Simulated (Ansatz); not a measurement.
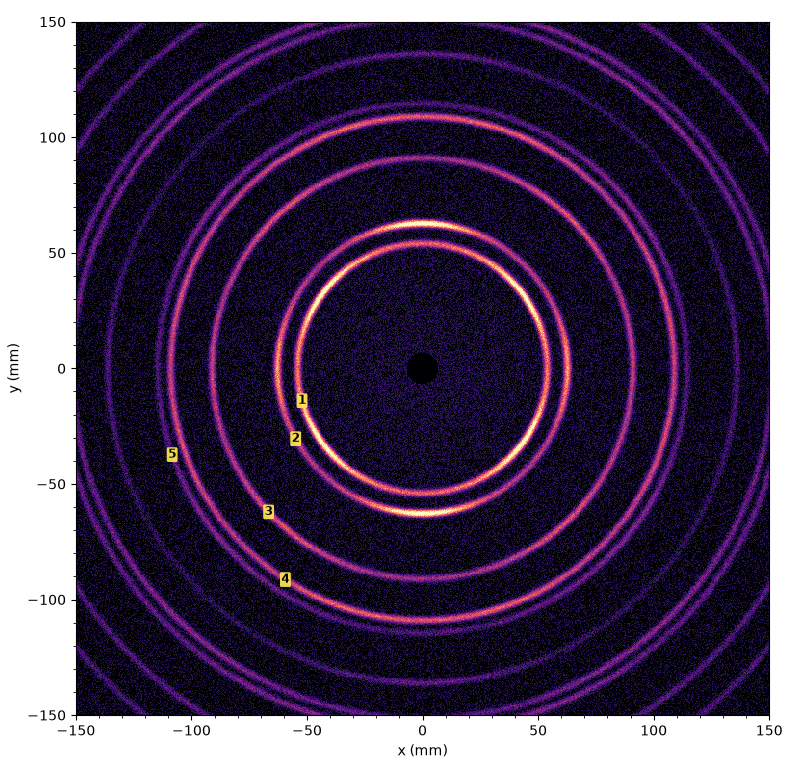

Simulated X-ray powder rings on a flat area detector normal to the beam: λ = 0.4959 Å, sample-to-detector distance 240 mm, axes in mm from the beam centre, beam polarised horizontally, for a sample with fibre texture (March–Dollase model, fibre axis vertical in the picture). Kinematic intensities with B = 0.5 Å² for all atoms, without absorption; brightness goes as intensity to the power 0.5, clipped at the top, with counting noise. Reflections closer than the ring width show as one ring.

The sample is Re, space group Fm-3m, a = 3.889 Å, b = 3.889 Å, c = 3.889 Å, α = 90.00°, β = 90.00°, γ = 90.00°. It is based on the input geometry of an electronic-structure calculation (not necessarily at equilibrium); the starting structure was generated, so it need not be a known form of this composition.

Index rings 1 to 5.

| ring | radius | 2θ (°) | d (Å) | hkl |
| --- | --- | --- | --- | --- |
| 1 | 54.0 mm | 12.68 | 2.25 | 111 |
| 2 | 62.8 mm | 14.65 | 1.944 | 200 |
| 3 | 91.1 mm | 20.78 | 1.375 | 220 |
| 4 | 109.0 mm | 24.42 | 1.173 | 311 |
| 5 | 114.6 mm | 25.52 | 1.123 | 222 |

Which lattice planes lie preferentially normal to the fibre axis?

The (2 0 0) planes: ring 2 is concentrated at the top and bottom of the pattern (March parameter 0.45).
